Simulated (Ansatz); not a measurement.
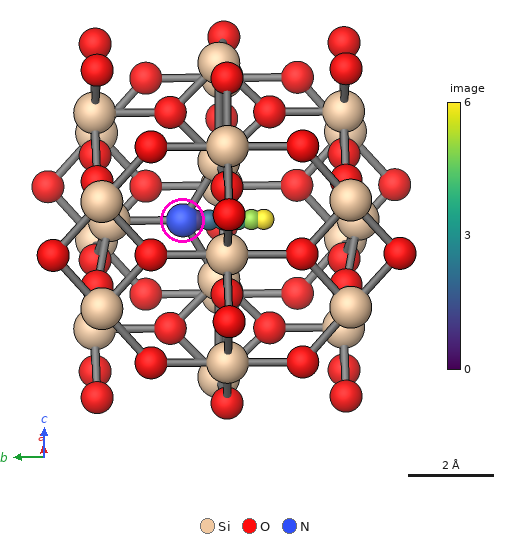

A nudged-elastic-band calculation for SiO2 with an O vacancy (23 atoms in the cell, charge +2). Images are numbered from 0 (start) to 6 (end). The start is drawn whole; smaller spheres mark the moving atoms (N) in the later images, joined by lines and coloured by the number of the image. A ball-and-stick model of the atoms within 5.2 Å of the middle of the path, seen from a free direction. The moving atom is ringed, with any periodic copies. Bonds to atoms that aren't drawn are left out.

All numbers below come from DFT PBE, scalar-relativistic, plane waves, PAW (Ansatz). Set-up: plane-wave cutoff 420 eV; k-point mesh 2 × 2 × 2; Fermi-Dirac smearing 0.05 eV; spin collinear; 5 movable images; climbing image; force threshold 0.05 eV/Å; iteration limit 55; spring constant 10.0 eV/Å²; optimiser FIRE; starting path by straight interpolation.

> What moves, how far, and at what cost in energy?

It is a vacancy jump: a nearby atom moves into the empty site and leaves its own site empty. The N atom travels furthest, 1.92 Å from end to end, along −b, on a straight line. At the highest image its nearest neighbour (Si) is 1.53 Å away, against 1.69 Å at the start, and the surrounding atoms stand up to 0.08 Å off the mean of their end positions. Breaking: N–Si (1.75 → 4.16 Å). The two ends have the same energy, and the highest point, image 3, lies 3.19 eV above the start. The band converged in 36 iterations. The climbing image converged on the top of the path. A check of its curvatures didn't confirm a first-order saddle.

Limits of the set-up: the k-point mesh is coarse for a cell with partly filled bands; the periodic images lie only 5.3 Å apart, so the values are limited by the cell's size; the cell is charged, on a uniform background, and energies carry no finite-size correction.

PAW datasets: the set soft_1.
